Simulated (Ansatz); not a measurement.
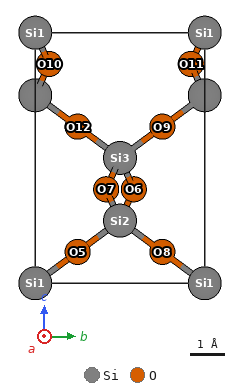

This is the input geometry for a relaxation of crystalline SiO2 (set up in I-42d). Style: ball-and-stick. Shown: the cell of the calculation, along the a axis.

Case: equal strain along all axes, cell held, atoms relaxed: +3.0 %.

Computed with DFT LDA, scalar-relativistic, plane waves, PAW in Ansatz 0.2.0.

The input:
```yaml
crystal:
  lattice:
    - [5.0767536873, 0.0, 0.0]
    - [0.0, 5.0767536873, 0.0]
    - [0.0, 0.0, 7.5074701611]
  atoms:
    - { symbol: Si, position: [0.0, 0.0, 0.0] }
    - { symbol: Si, position: [0.0, 0.5, 0.25] }
    - { symbol: Si, position: [0.5, 0.5, 0.5] }
    - { symbol: Si, position: [0.5, 0.0, 0.75] }
    - { symbol: O, position: [0.0816259581, 0.25, 0.125] }
    - { symbol: O, position: [0.25, 0.5816259581, 0.375] }
    - { symbol: O, position: [0.75, 0.4183740419, 0.375] }
    - { symbol: O, position: [0.9183740419, 0.75, 0.125] }
    - { symbol: O, position: [0.5816259581, 0.75, 0.625] }
    - { symbol: O, position: [0.75, 0.0816259581, 0.875] }
    - { symbol: O, position: [0.25, 0.9183740419, 0.875] }
    - { symbol: O, position: [0.4183740419, 0.25, 0.625] }
basis:
  ecutwfc: 420
kpoints:
  mp_grid: { grid: [6, 6, 4] }
hamiltonian:
  xc: lda
scf:
  occupations: { method: gaussian, width: 0.02 }
output:
  forces: true
  stress: true
  eigenvalues: true
relax:
  adjacent_minimum: "off"
  f_tol: 0.008
  max_steps: 40
```

Launched with:
```bash
ansatz run input.yaml --threads 1 --pin off --max-ram 2560MiB --backend cpu --events-out ev --progress --plain --runs-dir out
```

### Where does the relaxation end?

The largest moves, 0.10 Å, are those of 8 atoms (O5, O6, O7, O8 and others). O7 goes along +b. Si stays in place. The cell stays as it was. Near-neighbour distances that change, for instance: Si1–O10 1.632 → 1.609 Å. Among the angles between lasting bonds that change: Si2–O6–Si3 150.6° → 157.7°. The space group stays I-42d (No. 122). Over 3 accepted moves (4 points after the start) the energy falls by 12.5 meV per atom. Largest force component: 0.39 eV/Å at the start, 0.0077 eV/Å at the end. 1 step only repeated the SCF at the same geometry. Cost: 74 s on 1 thread of Oxide Virtual Turin-like Processor (Zen 5) (shared host), peak memory 0.52 GiB.

Step by step:

```
step  E − E(0), meV/atom  largest force component, eV/Å                         note
   0                0.00                         0.3931                             
   1               -3.10                         0.3336                             
   2              -12.00                         0.0698                             
   3              -12.55                         0.0077                             
   4              -12.55                         0.0077  same geometry, SCF repeated
```

The end point in the same view:

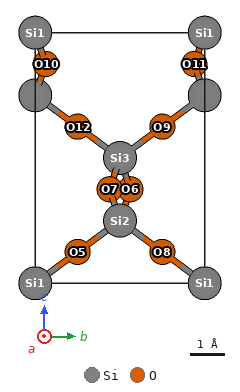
